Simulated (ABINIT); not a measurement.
## TiAl: geometry relaxation (part 3 of 3)

The same run, continued: TiAl (P-6m2, 2 atoms in the cell); Kohn-Sham DFT of a periodic cell, PBE, JTH PAW PBE v2.0, no spin polarisation (ABINIT 10.8.3); cutoff 408.17 eV, 8×8×4 k-mesh, fermi-dirac of 0.05 eV. The structure derives from a Materials Project entry.

Geometry of the input (Å; fractional positions):
```
2.8673  0.0000  0.0000
-1.4336  2.4831  0.0000
0.0000  0.0000  4.6781
Ti 0.0000  0.0000  0.0000
Al 0.3333  0.6667  0.5000
```

## Log, continued
```
     iter   Etot(hartree)      deltaE(h)  residm     nres2
 ETOT  1  -60.773541899200    -6.077E+01 7.403E-01 6.792E-04
 ETOT  2  -60.773541840955     5.824E-08 2.079E-02 8.723E-04
 ETOT  3  -60.773538305521     3.535E-06 8.457E-04 1.289E-05
 ETOT  4  -60.773538361659    -5.614E-08 9.753E-05 4.534E-07
 ETOT  5  -60.773538361052     6.066E-10 5.528E-07 1.995E-08
 ETOT  6  -60.773538360969     8.356E-11 2.413E-08 6.057E-10
 ETOT  7  -60.773538360969    -5.400E-13 4.679E-10 8.366E-11

 At SCF step    7       nres2   =  8.37E-11 < tolvrs=  1.00E-10 =>converged.

 Cartesian components of stress tensor (hartree/bohr^3)
  sigma(1 1)=  2.20647979E-07  sigma(3 2)=  0.00000000E+00
  sigma(2 2)=  2.20648285E-07  sigma(3 1)=  0.00000000E+00
  sigma(3 3)= -4.91070973E-08  sigma(2 1)= -2.04976578E-13

--- !ResultsGS
iteration_state: {dtset: 1, itime: 6, icycle: 1, }
comment   : Summary of ground state results
lattice_vectors:
- [  5.4566385,   0.0000000,   0.0000000, ]
- [ -2.7283192,   4.7255875,   0.0000000, ]
- [  0.0000000,   0.0000000,   8.7665243, ]
lattice_lengths: [   5.45664,    5.45664,    8.76652, ]
lattice_angles: [ 90.000,  90.000, 120.000, ] # degrees, (23, 13, 12)
lattice_volume:   2.2605204E+02
convergence: {deltae: -5.400E-13, res2:  8.366E-11, residm:  4.679E-10, diffor: null, }
etotal    :  -6.07735384E+01
entropy   :   0.00000000E+00
fermie    :   2.88891608E-01
cartesian_stress_tensor: # hartree/bohr^3
- [  2.20647979E-07,  -2.04976578E-13,   0.00000000E+00, ]
- [ -2.04976578E-13,   2.20648285E-07,   0.00000000E+00, ]
- [  0.00000000E+00,   0.00000000E+00,  -4.91070973E-08, ]
pressure_GPa:  -3.8462E-03
xred      :
- [  4.9285E-29,  -5.3150E-29,   0.0000E+00, Ti]
- [  3.3333E-01,   6.6667E-01,   5.0000E-01, Al]
cartesian_forces: # hartree/bohr
- [  3.08413920E-29,   1.06837716E-29,  -0.00000000E+00, ]
- [ -3.08413920E-29,  -1.06837716E-29,  -0.00000000E+00, ]
force_length_stats: {min:   3.26394613E-29, max:   3.26394613E-29, mean:   3.26394613E-29, }
...

 Integrated electronic density in atomic spheres:
 ------------------------------------------------
 Atom  Sphere_radius  Integrated_density
    1        2.30803         10.16154205
    2        1.90363          0.76222271

---OUTPUT-----------------------------------------------------------------------

 Cartesian coordinates (xcart) [bohr]
  4.13938774986578E-28 -2.51163190520393E-28  0.00000000000000E+00
  1.00707052202571E-10  3.15039169533111E+00  4.38326215072194E+00
 Reduced coordinates (xred)
  4.92848555589973E-29 -5.31496217634603E-29  0.00000000000000E+00
  3.33333333333333E-01  6.66666666666667E-01  5.00000000000000E-01
 Cartesian forces (fcart) [Ha/bohr]; max,rms= 3.08414E-29 1.88444E-29 (free atoms)
  3.08413920141891E-29  1.06837715882140E-29 -0.00000000000000E+00
 -3.08413920141891E-29 -1.06837715882140E-29 -0.00000000000000E+00
 Gradient of E wrt nuclear positions in reduced coordinates (gred)
 -1.68290326447149E-28  3.36580652894298E-29 -0.00000000000000E+00
  1.68290326447149E-28 -3.36580652894298E-29  0.00000000000000E+00
 Scale of Primitive Cell (acell) [bohr]
  5.45663848018678E+00  5.45663848001357E+00  8.76652430144387E+00
 Real space primitive translations (rprimd) [bohr]
  5.45663848018678E+00  0.00000000000000E+00  0.00000000000000E+00
 -2.72831923994233E+00  4.72558754299667E+00  0.00000000000000E+00
  0.00000000000000E+00  0.00000000000000E+00  8.76652430144387E+00
 Unitary Cell Volume (ucvol) [Bohr^3]=  2.26052042459709E+02
 Angles (23,13,12)= [degrees]
  9.00000000000000E+01  9.00000000000000E+01  1.19999999999219E+02
 Lengths [Bohr]
  5.45663848018678E+00  5.45663848001357E+00  8.76652430144387E+00
 Stress tensor in cartesian coordinates (strten) [Ha/bohr^3]
  2.20647979368507E-07 -2.04976578002611E-13  0.00000000000000E+00
 -2.04976578002611E-13  2.20648285459597E-07  0.00000000000000E+00
  0.00000000000000E+00  0.00000000000000E+00 -4.91070973086816E-08
 Total energy (etotal) [Ha]= -6.07735383609693E+01

 Difference of energy with previous step (new-old):
           Absolute (Ha)=-3.92363E-08
           Relative     =-6.45615E-10

--- Iteration: ( 7/50) Internal Cycle: (1/1)
--------------------------------------------------------------------------------

---SELF-CONSISTENT-FIELD CONVERGENCE--------------------------------------------

--- !BeginCycle
iteration_state: {dtset: 1, itime: 7, icycle: 1, }
solver: {iscf: 17, nstep: 80, nline: 4, wfoptalg: 10, }
tolerances: {tolvrs: 1.00E-10, }
...

     iter   Etot(hartree)      deltaE(h)  residm     nres2
 ETOT  1  -60.773538488089    -6.077E+01 4.739E-06 2.413E-05
 ETOT  2  -60.773538473597     1.449E-08 2.408E-07 2.757E-05
 ETOT  3  -60.773538360228     1.134E-07 3.030E-08 1.994E-07
 ETOT  4  -60.773538363030    -2.802E-09 7.505E-08 9.640E-09
 ETOT  5  -60.773538363009     2.125E-11 2.908E-10 6.306E-10
 ETOT  6  -60.773538363005     3.112E-12 7.200E-11 1.972E-11

 At SCF step    6       nres2   =  1.97E-11 < tolvrs=  1.00E-10 =>converged.

 Cartesian components of stress tensor (hartree/bohr^3)
  sigma(1 1)=  3.82308519E-08  sigma(3 2)=  0.00000000E+00
  sigma(2 2)=  3.82311580E-08  sigma(3 1)=  0.00000000E+00
  sigma(3 3)=  8.07798301E-09  sigma(2 1)= -2.04985042E-13

--- !ResultsGS
iteration_state: {dtset: 1, itime: 7, icycle: 1, }
comment   : Summary of ground state results
lattice_vectors:
- [  5.4564636,   0.0000000,   0.0000000, ]
- [ -2.7282318,   4.7254361,   0.0000000, ]
- [  0.0000000,   0.0000000,   8.7667140, ]
lattice_lengths: [   5.45646,    5.45646,    8.76671, ]
lattice_angles: [ 90.000,  90.000, 120.000, ] # degrees, (23, 13, 12)
lattice_volume:   2.2604244E+02
convergence: {deltae:  3.112E-12, res2:  1.972E-11, residm:  7.200E-11, diffor: null, }
etotal    :  -6.07735384E+01
entropy   :   0.00000000E+00
fermie    :   2.88910199E-01
cartesian_stress_tensor: # hartree/bohr^3
- [  3.82308519E-08,  -2.04985042E-13,   0.00000000E+00, ]
- [ -2.04985042E-13,   3.82311580E-08,   0.00000000E+00, ]
- [  0.00000000E+00,   0.00000000E+00,   8.07798301E-09, ]
pressure_GPa:  -8.2908E-04
xred      :
- [  5.7372E-29,  -5.0212E-29,   0.0000E+00, Ti]
- [  3.3333E-01,   6.6667E-01,   5.0000E-01, Al]
cartesian_forces: # hartree/bohr
- [ -2.15896664E-29,   1.24647997E-29,  -0.00000000E+00, ]
- [  2.15896664E-29,  -1.24647997E-29,  -0.00000000E+00, ]
force_length_stats: {min:   2.49295994E-29, max:   2.49295994E-29, mean:   2.49295994E-29, }
...

 Integrated electronic density in atomic spheres:
 ------------------------------------------------
 Atom  Sphere_radius  Integrated_density
    1        2.30803         10.16152763
    2        1.90363          0.76220050

---OUTPUT-----------------------------------------------------------------------

 Cartesian coordinates (xcart) [bohr]
  4.50040287853224E-28 -2.37273927770681E-28  0.00000000000000E+00
  1.00702907363474E-10  3.15029072345752E+00  4.38335701192121E+00
 Reduced coordinates (xred)
  5.73723468547542E-29 -5.02120700594191E-29  0.00000000000000E+00
  3.33333333333333E-01  6.66666666666667E-01  5.00000000000000E-01
 Cartesian forces (fcart) [Ha/bohr]; max,rms= 2.15897E-29 1.43931E-29 (free atoms)
 -2.15896663712103E-29  1.24647996921201E-29 -0.00000000000000E+00
  2.15896663712103E-29 -1.24647996921201E-29 -0.00000000000000E+00
 Gradient of E wrt nuclear positions in reduced coordinates (gred)
  1.17803228513004E-28 -1.17803228513004E-28 -0.00000000000000E+00
 -1.17803228513004E-28  1.17803228513004E-28 -0.00000000000000E+00
 Scale of Primitive Cell (acell) [bohr]
  5.45646359177158E+00  5.45646359159838E+00  8.76671402384243E+00
 Real space primitive translations (rprimd) [bohr]
  5.45646359177158E+00  0.00000000000000E+00  0.00000000000000E+00
 -2.72823179573474E+00  4.72543608518629E+00  0.00000000000000E+00
  0.00000000000000E+00  0.00000000000000E+00  8.76671402384243E+00
 Unitary Cell Volume (ucvol) [Bohr^3]=  2.26042444329417E+02
 Angles (23,13,12)= [degrees]
  9.00000000000000E+01  9.00000000000000E+01  1.19999999999219E+02
 Lengths [Bohr]
  5.45646359177158E+00  5.45646359159838E+00  8.76671402384243E+00
 Stress tensor in cartesian coordinates (strten) [Ha/bohr^3]
  3.82308518861660E-08 -2.04985041513888E-13  0.00000000000000E+00
 -2.04985041513888E-13  3.82311579911337E-08  0.00000000000000E+00
  0.00000000000000E+00  0.00000000000000E+00  8.07798300559576E-09
 Total energy (etotal) [Ha]= -6.07735383630054E+01

 Difference of energy with previous step (new-old):
           Absolute (Ha)=-2.03610E-09
           Relative     =-3.35030E-11

 At Broyd/MD step   7, gradients are converged :
  max grad (force/stress) = 3.8231E-06 < tolmxf= 2.0000E-05 ha/bohr (free atoms)

================================================================================

 ----iterations are completed or convergence reached----

 Mean square residual over all n,k,spin=   83.922E-14; max=  71.997E-12
 reduced coordinates (array xred) for    2 atoms
       0.000000000000     -0.000000000000      0.000000000000
       0.333333333333      0.666666666667      0.500000000000
 rms dE/dt=  1.5177E-28; max dE/dt=  3.0292E-28; dE/dt below (all hartree)
    1       0.000000000000      0.000000000000      0.000000000000
    2      -0.000000000000      0.000000000000      0.000000000000

 cartesian coordinates (angstrom) at end:
    1      0.00000000000000    -0.00000000000000     0.00000000000000
    2      0.00000000005329     1.66706205744189     2.31957263638695

 cartesian forces (hartree/bohr) at end:
    1     -0.00000000000000     0.00000000000000    -0.00000000000000
    2      0.00000000000000    -0.00000000000000    -0.00000000000000
 frms,max,avg= 1.4393111E-29 2.1589666E-29   0.000E+00  0.000E+00  0.000E+00 h/b

 cartesian forces (eV/Angstrom) at end:
    1     -0.00000000000000     0.00000000000000    -0.00000000000000
    2      0.00000000000000    -0.00000000000000    -0.00000000000000
 frms,max,avg= 7.4012352E-28 1.1101853E-27   0.000E+00  0.000E+00  0.000E+00 e/A
 length scales=  5.456463591772  5.456463591598  8.766714023842 bohr
              =  2.887436182929  2.887436182837  4.639145272774 angstroms
 Fermi (or HOMO) energy (hartree) =   0.28891   Average Vxc (hartree)=  -0.38639
 Eigenvalues (hartree) for nkpt=  30  k points:
 kpt#   1, nband= 12, wtk=  0.00391, kpt=  0.0000  0.0000  0.0000 (reduced coord)
  -1.78765   -0.91738   -0.90325   -0.90325   -0.03708    0.20722    0.22638    0.33538
   0.33538    0.38899    0.38899    0.43834
      occupation numbers for kpt#   1
   2.00000    2.00000    2.00000    2.00000    2.00000    2.00000    2.00000    0.00000
   0.00000    0.00000    0.00000    0.00000
 prteigrs : prtvol=0 or 1, do not print more k-points.

--- !EnergyTerms
iteration_state     : {dtset: 1, itime: 7, icycle: 1, }
comment             : Components of total free energy in Hartree
kinetic             :  8.54980778604838E+00
hartree             :  1.74258093376019E+01
xc                  : -4.30548478393665E+00
Ewald energy        : -3.83568246882609E+01
psp_core            :  1.44951148451417E+00
local_psp           : -4.60008464897386E+01
PAW spherical_terms :  4.65300264740375E-01
internal            : -6.07727270890313E+01
'-kT*entropy'       : -8.13037128934064E-04
total_energy        : -6.07735401261602E+01
total_energy_eV     : -1.65373227390857E+03
...

--- !EnergyTermsDC
iteration_state     : {dtset: 1, itime: 7, icycle: 1, }
comment             : '"Double-counting" decomposition of free energy'
band_energy         : -7.66698232122244E+00
Ewald energy        : -3.83568246882609E+01
psp_core            :  1.44951148451417E+00
xc_dc               : -1.70206190317898E+01
PAW spherical_terms :  8.22189230882497E-01
internal            : -6.07727253258765E+01
'-kT*entropy'       : -8.13037128934064E-04
total_energy_dc     : -6.07735383630054E+01
total_energy_dc_eV  : -1.65373222593068E+03
...

--- !EnergyTermsWithPAWCore
iteration_state     : {dtset: 1, itime: 7, icycle: 1, }
comment             : 'Components of total free energy, including PAW core contributions'
Total energy        : -1.09665074004707E+03
Total energy DC     : -1.09665073828391E+03
Total energy (eV)   : -2.98413868643616E+04
Total energy DC (eV): -2.98413868163837E+04
...

 Cartesian components of stress tensor (hartree/bohr^3)
  sigma(1 1)=  3.82308519E-08  sigma(3 2)=  0.00000000E+00
  sigma(2 2)=  3.82311580E-08  sigma(3 1)=  0.00000000E+00
  sigma(3 3)=  8.07798301E-09  sigma(2 1)= -2.04985042E-13

-Cartesian components of stress tensor (GPa)         [Pressure= -8.2908E-04 GPa]
- sigma(1 1)=  1.12479050E-03  sigma(3 2)=  0.00000000E+00
- sigma(2 2)=  1.12479950E-03  sigma(3 1)=  0.00000000E+00
- sigma(3 3)=  2.37662465E-04  sigma(2 1)= -6.03086814E-09

== END DATASET(S) ==============================================================
================================================================================

 -outvars: echo values of variables after computation  --------
            acell      5.4564635918E+00  5.4564635916E+00  8.7667140238E+00 Bohr
           etotal     -6.0773538363E+01
            fcart     -2.1589666371E-29  1.2464799692E-29 -0.0000000000E+00
                       2.1589666371E-29 -1.2464799692E-29 -0.0000000000E+00
            rprim      1.0000000000E+00  0.0000000000E+00  0.0000000000E+00
                      -4.9999999999E-01  8.6602540379E-01  0.0000000000E+00
                       0.0000000000E+00  0.0000000000E+00  1.0000000000E+00
           strten      3.8230851886E-08  3.8231157991E-08  8.0779830056E-09
                       0.0000000000E+00  0.0000000000E+00 -2.0498504151E-13
           xangst      2.3815106416E-28 -1.2555995523E-28  0.0000000000E+00
                       5.3289683612E-11  1.6670620574E+00  2.3195726364E+00
             xred      5.7372346855E-29 -5.0212070059E-29  0.0000000000E+00
                       3.3333333333E-01  6.6666666667E-01  5.0000000000E-01
 Calculation completed.
```

## Trajectory as extended XYZ (Å, eV, eV/Å), 7 frames, from step=0 to step=6
```
2
Lattice="2.8673 0.0000 0.0000 -1.4336 2.4831 0.0000 0.0000 0.0000 4.6781" Properties=species:S:1:pos:R:3:forces:R:3 step=0 energy=-1653.72958
Ti    0.0000    0.0000    0.0000    0.0000   0.0000   0.0000
Al    0.0000    1.6554    2.3390    0.0000   0.0000   0.0000
2
Lattice="2.8708 0.0000 0.0000 -1.4354 2.4862 0.0000 0.0000 0.0000 4.6729" Properties=species:S:1:pos:R:3:forces:R:3 step=1 energy=-1653.73037
Ti    0.0000    0.0000    0.0000    0.0000   0.0000   0.0000
Al    0.0000    1.6575    2.3365    0.0000   0.0000   0.0000
2
Lattice="2.8875 0.0000 0.0000 -1.4438 2.5007 0.0000 0.0000 0.0000 4.6455" Properties=species:S:1:pos:R:3:forces:R:3 step=2 energy=-1653.73216
Ti    0.0000    0.0000    0.0000    0.0000   0.0000   0.0000
Al    0.0000    1.6671    2.3228    0.0000   0.0000   0.0000
2
Lattice="2.8880 0.0000 0.0000 -1.4440 2.5011 0.0000 0.0000 0.0000 4.6426" Properties=species:S:1:pos:R:3:forces:R:3 step=3 energy=-1653.73220
Ti    0.0000    0.0000    0.0000    0.0000   0.0000   0.0000
Al    0.0000    1.6674    2.3213    0.0000   0.0000   0.0000
2
Lattice="2.8878 0.0000 0.0000 -1.4439 2.5009 0.0000 0.0000 0.0000 4.6392" Properties=species:S:1:pos:R:3:forces:R:3 step=4 energy=-1653.73222
Ti    0.0000    0.0000    0.0000    0.0000   0.0000   0.0000
Al    0.0000    1.6673    2.3196    0.0000   0.0000   0.0000
2
Lattice="2.8875 0.0000 0.0000 -1.4438 2.5007 0.0000 0.0000 0.0000 4.6390" Properties=species:S:1:pos:R:3:forces:R:3 step=5 energy=-1653.73223
Ti    0.0000    0.0000    0.0000    0.0000   0.0000   0.0000
Al    0.0000    1.6671    2.3195    0.0000   0.0000   0.0000
2
Lattice="2.8874 0.0000 0.0000 -1.4437 2.5006 0.0000 0.0000 0.0000 4.6391" Properties=species:S:1:pos:R:3:forces:R:3 step=6 energy=-1653.73223
Ti    0.0000    0.0000    0.0000    0.0000   0.0000   0.0000
Al    0.0000    1.6671    2.3196    0.0000   0.0000   0.0000
```

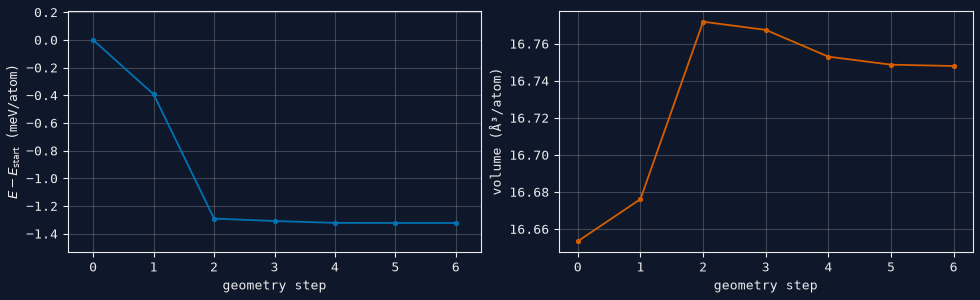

Fig. 1: Progress of the relaxation, step by step (steps are counted from 0).

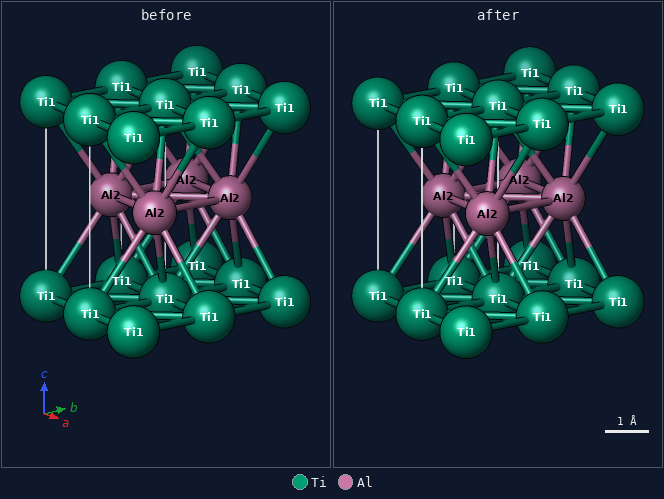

Fig. 2: Before (left) and after (right) the relaxation, at one scale (ball-and-stick view of the cell of the calculation, repeated 2 × 2 × 1, seen slightly off an axis). The atoms keep their places relative to the cell (all moves are under 0.005 Å). Cell: a = b 2.867 → 2.887 Å (+0.7 %), c 4.678 → 4.639 Å (−0.8 %). Volume +0.6 %. Among the contacts that change: Al2–Al2 2.867 → 2.887 Å, Ti1–Ti1 2.867 → 2.887 Å, Ti1–Al2 2.866 → 2.856 Å. The space group stays P-6m2 (No. 187). Over 6 geometry steps the energy falls by 1.3 meV per atom. All forces vanish by symmetry, so only the cell relaxes. (Atoms are counted from 1 in the order of the input.)

## Results in brief

- outcome: converged
- space group (tolerance 0.01 Å): P-6m2 (187)
- electrons treated: 15
- free energy: −1653.7322 eV
- Fermi energy: 7.862 eV
- gap on the k-point mesh: none (metallic)
- pressure: 0.00 GPa
- final volume: 33.50 Å³
- largest force (length of the vector) at the end: under 0.001 eV/Å
- final cell: a = 2.887 Å, b = 2.887 Å, c = 4.639 Å, α = 90.00°, β = 90.00°, γ = 120.00°
- hardware: 1 thread of Intel Xeon @ 2.90GHz (Ice Lake), 32 GiB of memory available, shared host
- wall time: 57 s
- peak memory: 0.1 GiB
